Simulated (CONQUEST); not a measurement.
## A series of single points on P

System: P (Cmce, 8 atoms in the cell).
Method: Kohn-Sham DFT of a periodic cell, LDA, PseudoDojo NC LDA, no spin polarisation (CONQUEST 1.3).

The 7 runs differ only in the geometry, by an even scaling of the cell at fixed fractional positions. The structure derives from a Materials Project entry.

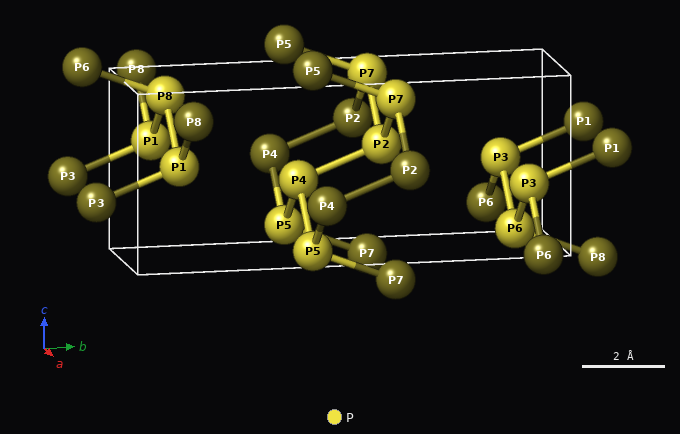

Figure 1. The structure of run 4 (ball-and-stick view of the cell of the calculation, set on other vectors, seen slightly off an axis; neighbours outside the cell are drawn fainter; atoms are numbered from 1 in the order of the input).

**Input of run 4**
```
IO.Title P
IO.Coordinates coords.dat
IO.FractionalAtomicCoords T
IO.Iprint 2
IO.Iprint_init 1
General.NumberOfSpecies 1
General.PseudopotentialType hamann
AtomMove.TypeOfRun static
AtomMove.FullStress T
Grid.PointsAlongX 32
Grid.PointsAlongY 48
Grid.PointsAlongZ 108
DM.SolutionMethod diagon
Diag.MPMesh T
Diag.GammaCentred T
Diag.MPMeshX 8
Diag.MPMeshY 6
Diag.MPMeshZ 3
Diag.kT 0.00183747
minE.SCTolerance 1e-6
SC.MaxIters 100
IO.AtomChargeOutput T
%block ChemicalSpeciesLabel
1 30.970 P
%endblock
```

Command:
```bash
Conquest
```

Lattice vectors (Å) and fractional positions of run 4:
```
   3.295486    0.000000    0.000000
   0.000000    4.543636    0.000000
   0.000000    0.000000   10.930075
P   0.000000  0.588815  0.904143
P   0.500000  0.588815  0.404143
P   0.000000  0.411185  0.095857
P   0.500000  0.411185  0.595857
P   0.000000  0.088815  0.595857
P   0.500000  0.088815  0.095857
P   0.000000  0.911185  0.404143
P   0.500000  0.911185  0.904143
```

Run 2 has the same physical settings and fractional positions; its lattice vectors (Å) are:
```
   3.250947    0.000000    0.000000
   0.000000    4.482228    0.000000
   0.000000    0.000000   10.782354
```

**Results, with one run withheld**

| run | volume per atom (Å³) | free energy per atom, from the lowest run given (meV) | pressure (GPa) | gap on the mesh (eV) |
| --- | --- | --- | --- | --- |
| 1 | 19.230 | 12.86 | 4.44 | 0.04 |
| 2 | 19.639 | ? | ? | ? |
| 3 | 20.049 | 0.00 | 0.79 | 0.00 |
| 4 | 20.458 | 0.03 | −0.79 | 0.00 |
| 5 | 20.867 | 3.84 | −2.21 | 0.05 |
| 6 | 21.276 | 11.16 | −3.52 | 0.08 |
| 7 | 21.685 | 21.61 | −4.61 | 0.12 |

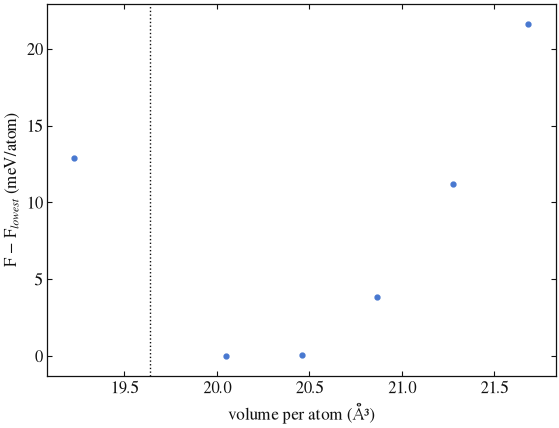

Figure 2. Free energy per atom of the runs given; the dotted line marks run 2.

What should run 2 give?

A cubic polynomial in V^(−2/3) (the Birch–Murnaghan form), fitted to the 6 runs given, misses them by at most 0.01 meV per atom. With x = V^(−2/3) − 0.13321 Å⁻², it reads F = 0.69679 − 1695.6 x + 6.0996e+05 x² − 1.0871e+06 x³ (meV per atom). At run 2 it gives 4.15 meV per atom, and the run itself gives 4.10. The slope of the fit gives a pressure −dF/dV of 2.49 GPa there, and the run prints 2.47 GPa. The fit has its minimum at 20.249 Å³ per atom, where V d²F/dV² gives 77.1 GPa. Cell shape and fractional positions are held, so this is the stiffness under even scaling; the relaxed bulk modulus wasn't computed. The gap on the mesh lies between 0.00 eV (run 3) and 0.12 eV (run 7); run 2 has 0.03 eV. These are gaps of this functional on this mesh, which can miss the band edges; they aren't the measured gap.

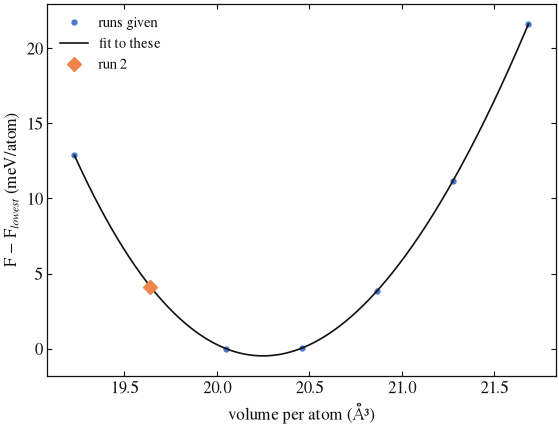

Figure 3. The fit and the withheld run.

**Some lines of the output (run 2)**
```
[...]
          DFT Total Energy                 :       -55.574795938468583 Ha
          Free Energy (E-TS)               :       -55.576137608955115 Ha
          DFT Total Energy                 :       -55.574506000690654 Ha
          Free Energy (E-TS)               :       -55.575608687333499 Ha
          DFT Total Energy                 :       -55.575503441159881 Ha
          Free Energy (E-TS)               :       -55.575597801012030 Ha
          DFT Total Energy                 :       -55.575511585177168 Ha
          Free Energy (E-TS)               :       -55.575597981402638 Ha
          DFT Total Energy                 :       -55.575512021971242 Ha
          Free Energy (E-TS)               :       -55.575597534076934 Ha
          DFT Total Energy                 :       -55.575511556759309 Ha
      | Free Energy as E-TS      =       -55.575597534076934 Ha
      |* DFT total energy        =       -55.575511556759309 Ha
    force: Average pressure:      2.46811594 GPa
```

Notes: With a small basis of atomic orbitals these values can differ much from converged plane-wave results.
